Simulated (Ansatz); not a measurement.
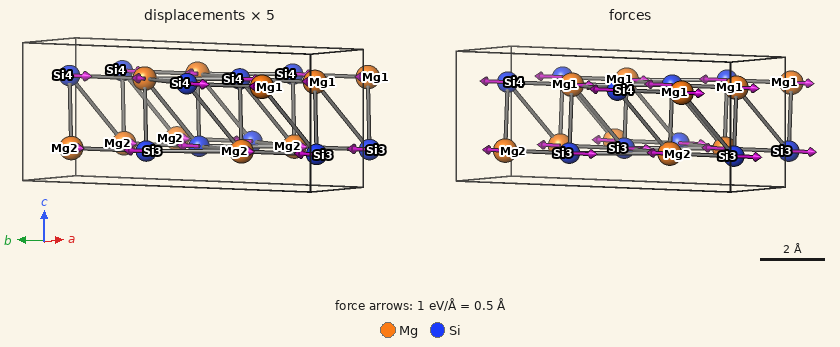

Left: a symmetric starting cell of MgSi, with purple arrows for the displacements applied to it (without the part that the change of the cell carries along). Right: the displaced structure with the computed forces. Besides, the cell is strained by +3.8 % along a, −4.7 % along b, −5.8 % along c (volume −6.8 %). A ball-and-stick model of the conventional cell (2 times the calculation's cell), repeated 2 × 1 × 1 with one cell outlined, seen from a free direction. Lengths and directions refer to the drawn axes.

All numbers below come from Ansatz, DFT PBEsol, scalar-relativistic, plane waves, PAW. Settings: plane-wave cutoff 420 eV; k-point mesh 14 × 14 × 10; occupations gaussian; smearing width 0.1 eV; no spin polarisation.

Question: Describe the distortion and the response.

Answer: Atoms are displaced by up to 0.17 Å (root mean square over those that move 0.14 Å) relative to the cell: Mg1 0.10 Å along +b, Si4 0.17 Å along −b. No relaxation follows. The starting cell wasn't computed here and needn't be at equilibrium, so pressure and forces aren't due to the change alone. Some distances before and after: Mg–Si 2.832 → 2.422 Å, Mg–Si 2.998 → 3.160 Å, Mg–Si 2.845 → 2.738 Å. The space group stays Cmcm (No. 63). The pressure is 7.4 GPa (not all of it need come from the change, since the unchanged cell can be under pressure at this level too). The principal stresses (compression positive) are 15.8 GPa along b, 4.9 GPa along c, 1.4 GPa along a. The largest forces, 2.1 eV/Å, act on Si3 and Si4; on Si3 it points along −b. The forces point straight back along the displacements (cosine −0.99).
